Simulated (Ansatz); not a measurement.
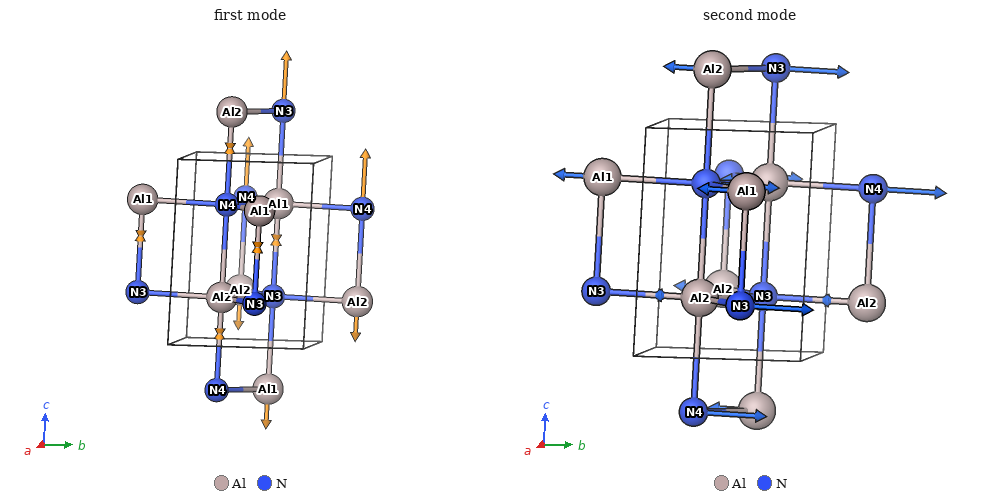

The system is AlN (P6_3/mmc, No. 194; 4 atoms in the cell); the picture shows the reference structure; its two panels give the patterns of the first and the second mode as arrows. The energy is mapped over two normal modes frozen in (zone-centre modes of the 4-atom cell of this scan). Coordinates scanned: (1) amplitude of mode 4 (201 cm⁻¹), largest displacement; (2) amplitude of mode 10 (663 cm⁻¹), largest displacement. Nothing is relaxed (the cell and all other modes fixed). Grid: 11 × 11 points; 36 points were computed and 85 follow by symmetry. Points are written as (first, second). Energies are in eV per cell, from the lowest grid point. Method: DFT PBE, scalar-relativistic, plane waves, PAW in Ansatz. Settings: cutoff 520 eV, k-mesh 9×9×6 in the order of the run's cell vectors, gaussian smearing 0.05 eV, no spin polarisation.

Its coordinates:

```
CELL_PARAMETERS angstrom
3.31348 0.00000 0.00000
-1.65674 2.86956 0.00000
0.00000 0.00000 4.18759
ATOMIC_POSITIONS crystal
Al 0.33333 0.66667 0.75000
Al 0.66667 0.33333 0.25000
N 0.33333 0.66667 0.25000
N 0.66667 0.33333 0.75000
```

The input of one point:

```yaml
crystal:
  lattice:
    - [3.3134793407, 0.0, 0.0]
    - [-1.6567396703, 2.8695572839, 0.0]
    - [0.0, 0.0, 4.1875902417]
  atoms:
    - { symbol: Al, position: [0.3333333333, 0.6666666667, 0.75] }
    - { symbol: Al, position: [0.6666666667, 0.3333333333, 0.25] }
    - { symbol: "N", position: [0.3333333333, 0.6666666667, 0.25] }
    - { symbol: "N", position: [0.6666666667, 0.3333333333, 0.75] }
basis:
  ecutwfc: 520.0
kpoints:
  mp_grid: { grid: [9, 9, 6] }
hamiltonian:
  xc: pbe
  pseudopotentials: { kind: paw, azcp: { folder: soft_1 } }
scf:
  occupations: { method: gaussian, width: 0.05 }
output:
  forces: true
  stress: true
  eigenvalues: true
```

Range: amplitude of mode 4 (201 cm⁻¹), largest displacement from −0.308 to 0.308 Å; amplitude of mode 10 (663 cm⁻¹), largest displacement from −0.066 to 0.066 Å.

What landscape does the calculation give?

The lowest grid point is at (0.000 Å, 0.000 Å). It is the only kind of minimum in the scanned range. The highest grid point, (−0.308 Å, −0.066 Å), lies 1.67 eV above the lowest. The gap on the k-mesh is 3.3 eV at the lowest point and runs from 3.2 to 4.0 eV over the map.

```
second ↓, first →  −0.308  −0.246  −0.185  −0.123  −0.062  0.000  0.062  0.123  0.185  0.246  0.308
            0.066    1.67    0.80    0.39    0.22    0.16   0.15   0.16   0.22   0.39   0.80   1.67
            0.053    1.64    0.77    0.34    0.17    0.11   0.10   0.11   0.17   0.34   0.77   1.64
            0.040    1.62    0.74    0.31    0.13    0.07   0.05   0.07   0.13   0.31   0.74   1.62
            0.026    1.61    0.72    0.29    0.10    0.04   0.02   0.04   0.10   0.29   0.72   1.61
            0.013    1.60    0.71    0.27    0.08    0.02   0.01   0.02   0.08   0.27   0.71   1.60
            0.000    1.60    0.71    0.27    0.08    0.01   0.00   0.01   0.08   0.27   0.71   1.60
           −0.013    1.60    0.71    0.27    0.08    0.02   0.01   0.02   0.08   0.27   0.71   1.60
           −0.026    1.61    0.72    0.29    0.10    0.04   0.02   0.04   0.10   0.29   0.72   1.61
           −0.040    1.62    0.74    0.31    0.13    0.07   0.05   0.07   0.13   0.31   0.74   1.62
           −0.053    1.64    0.77    0.34    0.17    0.11   0.10   0.11   0.17   0.34   0.77   1.64
           −0.066    1.67    0.80    0.39    0.22    0.16   0.15   0.16   0.22   0.39   0.80   1.67
```

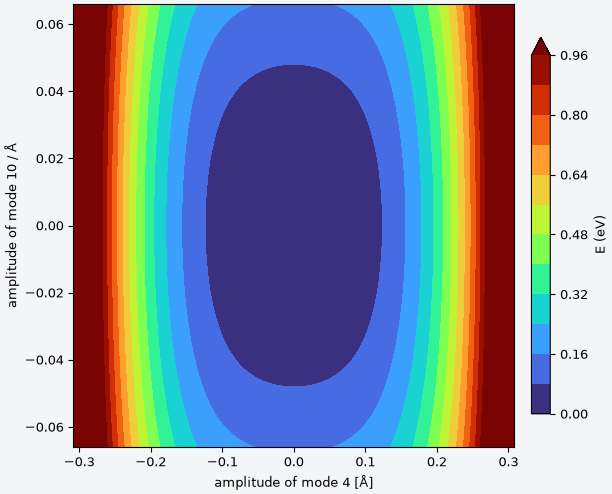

In the figure: filled contours, one colour for all values above the top of the scale. Between grid points the surface is interpolated.

Each point was launched as `ansatz run input.yaml --threads 1 --pin off --max-ram 2048MiB --backend cpu --events-out ev --progress --plain --runs-dir out`. Time for the 36 points that were run: 4 min on 1 thread of Intel(R) Xeon(R) Platinum 8375C CPU @ 2.90GHz (Ice Lake), with other jobs on the host.
